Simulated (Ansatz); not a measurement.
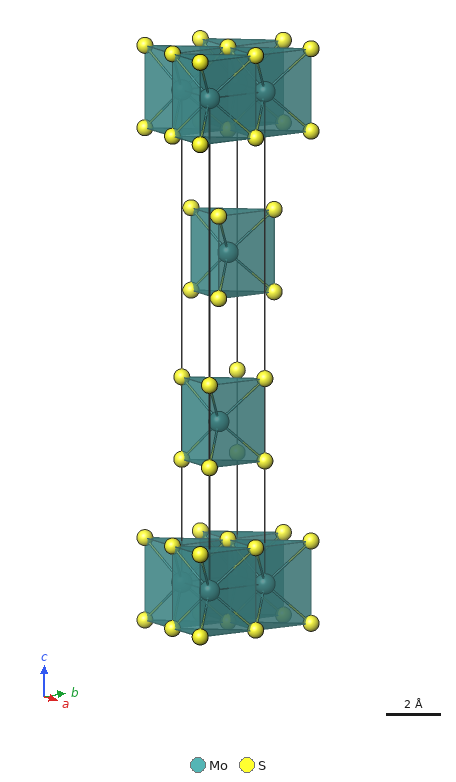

Figure 1. The input geometry (polyhedral view of the cell 3 times as large as that of the calculation, set on its symmetry axes, seen slightly off an axis; polyhedra are completed across the faces of the cell).

**Single-point calculation of MoS$_{2}$**

System: MoS$_{2}$ (R3m, 3 atoms in the cell).
Method: DFT, r2SCAN, plane waves, PAW, no spin polarisation (Ansatz 0.2.0).

The structure was built on a prototype by a generator. The geometry comes from this level: r2scan-rvv10.

### Log
```
basis.fft_grid_basis auto: the FFT boxes are laid along the combinations [[1, -1, 0], [0, 1, 0], [0, -1, 1]] of the cell's own vectors, 3.175, 6.460 and 3.175 Å long. The dense box has 24×48×24 points. Along the cell's own vectors, as sized, it would have 48×48×48, 4.00 times as many. Of the 6 symmetry operations that the crystal satisfies within crystal.symmetry.tolerance (time reversal apart; of a slab, those that keep its plane) the dense box along the cell's own vectors carries 6, and the one as laid loses 4 of those. basis.fft_grid_basis: typed keeps the cell's own vectors: state it where this run's energies or levels are differenced outside the engine with another run's, or held beside a run that keeps those vectors. Those combinations have planes normal to reciprocal vector 3, as the cell's own vectors have. Each planar average written beside output.write_density, output.write_potential has a row for each plane of the box: 24. The volumetric files lie along those combinations, not along the cell's own vectors: a cube or XSF file states them, and fields.json those of NumPy files.
scf.n_extra_bands = 4 over 13 filled bands (N_el = 26.0): the run solves 17 bands
Engine: ansatz 0.2.0, aarch64-unknown-linux-gnu
Pseudopotentials: kind: paw
Pseudopotential: Mo, paw, valence charge 14, recommended cutoff 500 eV (meta_gga), Mo.paw.azcp
Pseudopotential: S, paw, valence charge 6, recommended cutoff 500 eV (meta_gga), S.paw.azcp
Functional definition: r2SCAN
  parameter k0 = 0.174
  parameter k1 = 0.065
  parameter a1 = 4.9479
  exchange = r2scan_x(k0 = k0, k1 = k1, a1 = a1)
  correlation = r2scan_c
Crystal: 3 atoms, lattice volume = 54.080 Å³
Basis set: ecut = 500 eV, 1379 PW (Γ), FFT grids on a1−a2, a2, −a2+a3, exchange–correlation on 96×192×96 points (64 copies of the dense FFT grid, shifted against one another)
Bands: 17, of which v1, the nominal top of the filled ones, is band 13 counted from 1 (12 counted from 0)
Symmetry: 6 space group operations
Space group: R3m (ITA 160), of the structure as read, at distance tolerance 3.8e-5 Å
k-points: 32 of 216 (time reversal used)
Non-local potential: Mo, projectors of the file, l = 0: 3, l = 1: 2, l = 2: 2, l = 3: 1
Non-local potential: S, projectors of the file, l = 0: 2, l = 1: 2, l = 2: 2
PAW form: soft (Blöchl's): semilocal exchange-correlation on the pseudo side does not see the compensation charge
PAW frozen core: Mo, regenerated for the run's functional (the file was generated under x = pbe(κ = 0.804, μ = 0.2195149727645171), c = pbe(β = 0.06672455060314922))
PAW frozen core: S, regenerated for the run's functional (the file was generated under x = pbe(κ = 0.804, μ = 0.2195149727645171), c = pbe(β = 0.06672455060314922))
PAW one-centre angular grid: Mo, 590 points (default); XC on 160 Gauss nodes
PAW one-centre angular grid: S, 302 points (default); XC on 160 Gauss nodes
Initial density: superposition of atomic densities (neutral atoms: chi_scale 0, normalization atom), corrected by the library's trained network
Initial wavefunctions: pseudopotential atomic-orbital guess
Functional: x = r2scan, c = r2scan; τ floored in thin density (d = 2e-4 eV/Å³)
SCF iter   1: F=—  HF=-6782.103337 eV  |F-HF|=—  |Δ(HF+E_count)|=         —  Δρ=1.03e-2  dr2=7.57e-2  dr2_τ=5.09e-2  ethr=1.77e-3  ⟨swp⟩=5.0  Hψ=2546  notcnv=0  defer=52
preconditioner: auto → none  [insulator: Δε(μ)=1.037 eV  Ē_g=8.636 eV  n_scr=16 (ndim 8)  ℏωp=21.4 eV  f_vac=0.018  ε∞_Penn≈7.2]
SCF iter   2: F=—  HF=-6782.185397 eV  |F-HF|=—  |Δ(HF+E_count)|=   8.21e-2  Δρ=1.35e-2  dr2=2.86e-1  dr2_τ=1.81e-2  ethr=2.91e-4  ⟨swp⟩=3.5  Hψ=1287  notcnv=0  defer=63  recentre
SCF iter   3: F=—  HF=-6782.144070 eV  |F-HF|=—  |Δ(HF+E_count)|=   4.13e-2  Δρ=5.84e-3  dr2=1.16e-2  dr2_τ=4.50e-4  ethr=2.91e-4  ⟨swp⟩=2.3  Hψ=848  notcnv=0  defer=62
SCF iter   4: F=—  HF=-6782.147324 eV  |F-HF|=—  |Δ(HF+E_count)|=   3.25e-3  Δρ=1.26e-3  dr2=3.29e-4  dr2_τ=5.82e-5  ethr=4.45e-5  ⟨swp⟩=2.4  Hψ=989  notcnv=0  defer=64
SCF iter   5: F=—  HF=-6782.147632 eV  |F-HF|=—  |Δ(HF+E_count)|=   3.08e-4  Δρ=2.38e-4  dr2=3.63e-5  dr2_τ=4.24e-6  ethr=1.27e-6  ⟨swp⟩=2.2  Hψ=938  notcnv=0  defer=64
SCF iter   6: F=—  HF=-6782.147642 eV  |F-HF|=—  |Δ(HF+E_count)|=   9.72e-6  Δρ=1.45e-4  dr2=2.03e-5  dr2_τ=1.12e-6  ethr=1.39e-7  ⟨swp⟩=2.0  Hψ=795  notcnv=0  defer=31
SCF iter   7: F=—  HF=-6782.147641 eV  |F-HF|=—  |Δ(HF+E_count)|=   5.53e-7  Δρ=8.07e-5  dr2=2.85e-6  dr2_τ=1.24e-7  ethr=7.81e-8  ⟨swp⟩=1.6  Hψ=605  notcnv=0  defer=31
SCF iter   8: F=—  HF=-6782.147643 eV  |F-HF|=—  |Δ(HF+E_count)|=   1.69e-6  Δρ=2.23e-5  dr2=1.47e-7  dr2_τ=1.19e-8  ethr=1.10e-8  ⟨swp⟩=2.0  Hψ=778  notcnv=0  defer=31
SCF iter   9: F=-6782.147643 eV  HF=-6782.147643 eV  |F-HF|=4.39e-9  |Δ(HF+E_count)|=   1.83e-7  Δρ=4.21e-6  dr2=6.46e-9  dr2_τ=8.02e-10  ethr=3.85e-10  ⟨swp⟩=12.3  Hψ=4454  notcnv=0
SCF 1 converged in 9 iterations: F = -6782.147643 eV  dr2 = 6.46e-9
  greatest PAW one-centre occupation: 0.996 electrons in one spin orbital (limit 2), on the Mo atom at site 0 (counted from 0), in its partial waves of l = 0
```

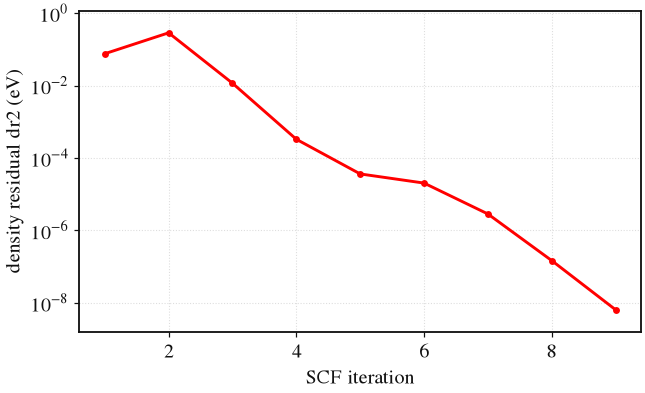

Figure 2. Convergence of the self-consistent field: density residual dr2 against the SCF iteration. The residual comes down, with one marked jump up, by a factor of about 4, at step 2.

```
SCF converged after 9 iterations
Free energy (F): -6782.147643 eV
Harris-Foulkes:  -6782.147643 eV  (|F-HF|=4.39e-9)
Internal energy: -6782.147643 eV  (E = F + TS)
E sigma→0 (E₀):  -6782.147643 eV
Fermi energy:    10.677397 eV
--- Per-component energies (eV) ---
  E_band       = -179.552788
  E_kinetic    = 654.865703
  E_local      = -1994.555354  (includes V_loc(G=0)·N_el)
  E_nonlocal   = 198.484217
  E_hartree    = 768.072018
  E_xc         = -362.690940
  E_vxc        = -446.068791  (∫ρ·V_xc dr)
  E_paw        = -4435.839670  (= ΣΔE_a)
  E_vpaw       = -154.151951  (= ΣTr[D̂ρ^β])
  E_aug_tail   = 0.000009  (compensation charges beyond the density's cutoff)
  E_vtau       = 25.729572  (kinetic-family band-sum trace: ∫τ·v_τ [+ j·A + Jᵃ·Aᵃ] dr)
  E_ewald      = -1610.042890
  E_core_change = -0.440737  (= ΣΔE_core)
  E_smearing   = -0.000000  (= −TS)
  E_closure    = -0.000000  (closes the sum)
  Σ components = -6782.147643   (vs F -6782.147643, Δ=0.00e0)
--- Forces (eV/Å), atoms counted from 1 ---
  atom   1  Mo    -0.00000000    -0.00000000    -0.00053367
  atom   2  S      0.00000000     0.00000000    -0.05031207
  atom   3  S      0.00000000    -0.00000000     0.05086729
  max |Σ_I F_I| component: 2.16e-5 eV/Å
--- Stress (GPa, compression-positive) ---
        1.187694       0.000000       0.000000
        0.000000       1.187694       0.000000
        0.000000       0.000000       1.079162
  P = ⅓ Tr σ = 1.1515 GPa (11.515 kbar)
--- Band table (eV; the first three rows and the last of 32) ---
  k-point 0: bands = ["-52.8769", "-26.2824", "-26.0588", "-26.0588", "-5.0176", "-3.2903", "3.5351", "7.1489", "7.1489", "8.2814", "8.2814", "9.3128", "9.5210", "12.8422", "12.8422", "13.2096", "13.2096"]
  k-point 1: bands = ["-52.8663", "-26.2612", "-26.1630", "-26.0824", "-4.5936", "-3.1596", "3.9971", "6.3756", "7.1477", "7.5762", "7.7026", "9.2897", "9.5219", "12.2698", "12.8176", "12.9467", "13.4421"]
  k-point 2: bands = ["-52.8450", "-26.3665", "-26.2187", "-26.1293", "-3.6012", "-2.8605", "4.2527", "5.5151", "5.8248", "6.8580", "8.4785", "8.5277", "8.8909", "12.2267", "12.3765", "13.9640", "14.1296"]
  k-point 31: bands = ["-52.8769", "-26.2825", "-26.0588", "-26.0588", "-4.7726", "-3.6997", "4.5365", "7.0767", "7.1335", "7.1335", "8.3107", "8.3107", "10.6774", "12.9339", "12.9339", "13.0803", "13.0803"]
```

### File rho_z.tsv
```
# z_ang	rho[e/angstrom^3]
# format = ansatz-planar-average/11
# lattice	1.587590735	0.916595938	6.193939599
# lattice	-1.587590735	0.916595938	6.193939599
# lattice	0.000000000	-1.833191876	6.193939599
# sites	3
# site	42	0.000000000	0.000000000	-0.000271308
# site	16	0.000000000	0.000000000	7.748646536
# site	16	0.000000000	0.000000000	4.639503970
0.000000	7.173122e-1
0.269147	7.435163e-1
0.538294	7.437962e-1
0.807441	7.148965e-1
1.076588	6.616545e-1
1.345735	5.973667e-1
1.614882	5.368538e-1
1.884029	4.890105e-1
2.153175	4.544797e-1
2.422322	4.280183e-1
2.691469	4.038408e-1
2.960616	3.794528e-1
3.229763	3.542608e-1
3.498910	3.279256e-1
3.768057	3.012330e-1
4.037204	2.768387e-1
4.306351	2.609503e-1
4.575498	2.637337e-1
4.844645	2.942508e-1
5.113792	3.541982e-1
5.382939	4.356773e-1
5.652086	5.240427e-1
5.921232	6.049476e-1
6.190379	6.702570e-1
```

### File v_z.tsv
```
# z_ang	v_es[eV]	v_tot[eV]
# format = ansatz-planar-average/11
# xc	r2scan
# density_cutoff_ev	2000
# datasets	Mo=:simpson_from_first_knot:soft:shift=0	S=:simpson_from_first_knot:soft:shift=0
# lattice	1.587590735	0.916595938	6.193939599
# lattice	-1.587590735	0.916595938	6.193939599
# lattice	0.000000000	-1.833191876	6.193939599
# sites	3
# site	42	0.000000000	0.000000000	-0.000271308
# site	16	0.000000000	0.000000000	7.748646536
# site	16	0.000000000	0.000000000	4.639503970
0.000000	2.285354e0	-9.693732e0
0.269147	1.448512e0	-1.104456e1
0.538294	9.240230e-1	-1.197225e1
0.807441	7.149946e-1	-1.245080e1
1.076588	7.387565e-1	-1.257247e1
1.345735	9.475689e-1	-1.235771e1
1.614882	1.352568e0	-1.180686e1
1.884029	1.948214e0	-1.096618e1
2.153175	2.672892e0	-9.972734e0
2.422322	3.487367e0	-8.914748e0
2.691469	4.424478e0	-7.720063e0
2.960616	5.505510e0	-6.299609e0
3.229763	6.641387e0	-4.704836e0
3.498910	7.699029e0	-3.165255e0
3.768057	8.608196e0	-1.835488e0
4.037204	9.327059e0	-7.023469e-1
4.306351	9.732080e0	5.358808e-2
4.575498	9.652316e0	1.777673e-1
4.844645	9.043463e0	-3.786064e-1
5.113792	8.040119e0	-1.574967e0
5.382939	6.847455e0	-3.162860e0
5.652086	5.617176e0	-4.824515e0
5.921232	4.435678e0	-6.478779e0
6.190379	3.316106e0	-8.124519e0
```

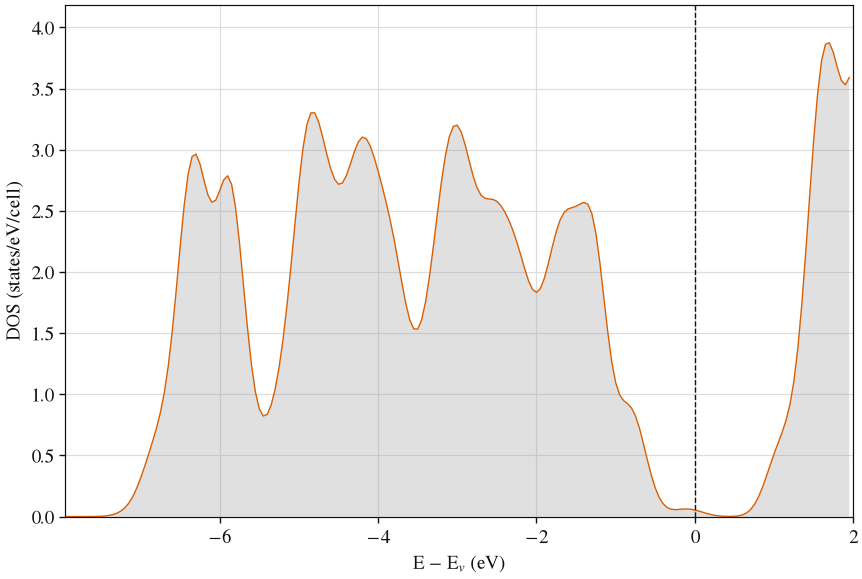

Figure 3. Density of states (the curve is built from the levels of the k mesh with Gaussians 0.4 eV wide, which also blur the band edges), with energies from the valence-band top. There is a gap of 1.03 eV on the k-point mesh. The curves stop near 2.0 eV above the Fermi level, where the computed bands end. Small ripples come from the finite k-point mesh.

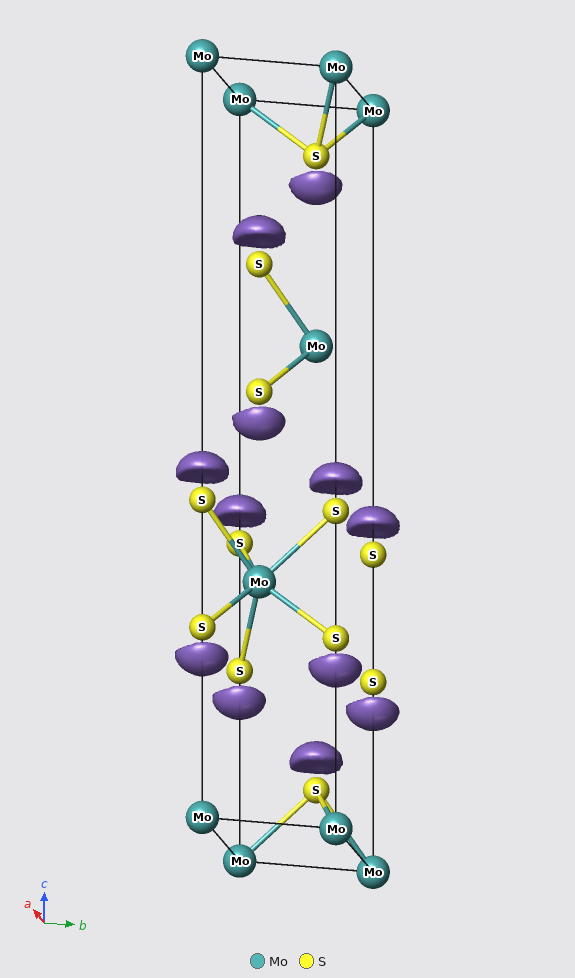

Figure 4. Isosurface of the electron localisation function at 0.9 (purple), seen at an oblique angle. Only the valence region is drawn (cores and ρ < 0.01 e/Å³ removed). Sticks mark near contacts. The outline is the cell set on symmetry axes. Values along the shortest contacts: Mo–S (2.40 Å): the ELF is about 0.45 at the midpoint. Core electrons are frozen (PAW), so the fields are smoothed inside the atomic spheres.

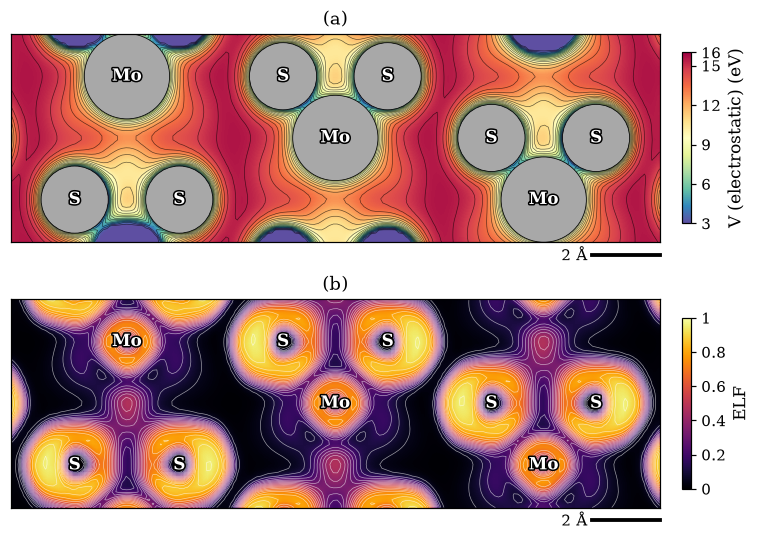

Figure 5. (a) electrostatic potential (local pseudopotential plus Hartree) felt by an electron; (b) ELF on the (110) plane of the conventional cell. Grey discs, where drawn, cover atomic cores. The plane passes through Mo and S nuclei. Mo–S (2.40 Å): the ELF is about 0.45 at the midpoint. The strong features right at Mo lie inside the PAW spheres (semicore, d or f shells) and say nothing about bonding. Outside the cores the potential energy rises away from the atoms and is highest about 2.3 Å from the nearest atoms; outside the discs it spans about 12 eV, and its zero is arbitrary.

The run was set up as follows.

### Input
```yaml
crystal:
  lattice:
    - [1.5875907347, 0.916595938, 6.1939395993]
    - [-1.5875907347, 0.916595938, 6.1939395993]
    - [0.0, -1.833191876, 6.1939395993]
  atoms:
    - { symbol: Mo, position: [-1.46007e-05, -1.46007e-05, -1.46007e-05] }
    - { symbol: S, position: [0.4170015121, 0.4170015121, 0.4170015121] }
    - { symbol: S, position: [0.2496797553, 0.2496797553, 0.2496797553] }
kpoints:
  mp_grid: { grid: [6, 6, 6] }
hamiltonian:
  xc: r2scan
scf:
  occupations: { method: fixed }
  n_extra_bands: 4
output:
  forces: true
  stress: true
  eigenvalues: true
  write_density: true
  write_potential: true
  elf: true
  volumetric_format: npy
```

Command:
```bash
ansatz run input.yaml --threads 4 --pin off --max-ram 3686MiB --backend cpu --events-out ev --progress --plain --runs-dir out
```

### Summary

```json
{"quantity": "outcome", "value": "converged"}
{"quantity": "space group (tolerance 0.01 Å)", "value": "R3m (160)"}
{"quantity": "electrons treated", "value": "26"}
{"quantity": "free energy", "value": "−6782.1476 eV"}
{"quantity": "Fermi energy", "value": "10.677 eV"}
{"quantity": "gap on the k-point mesh", "value": "1.03 eV"}
{"quantity": "pressure", "value": "1.15 GPa"}
{"quantity": "largest force (length of the vector)", "value": "0.051 eV/Å"}
{"quantity": "hardware", "value": "4 threads of Arm Neoverse N1, 98 GiB of memory available, shared host"}
{"quantity": "wall time", "value": "5.8 s (CPU time 21 s)"}
{"quantity": "peak memory", "value": "0.47 GiB"}
```
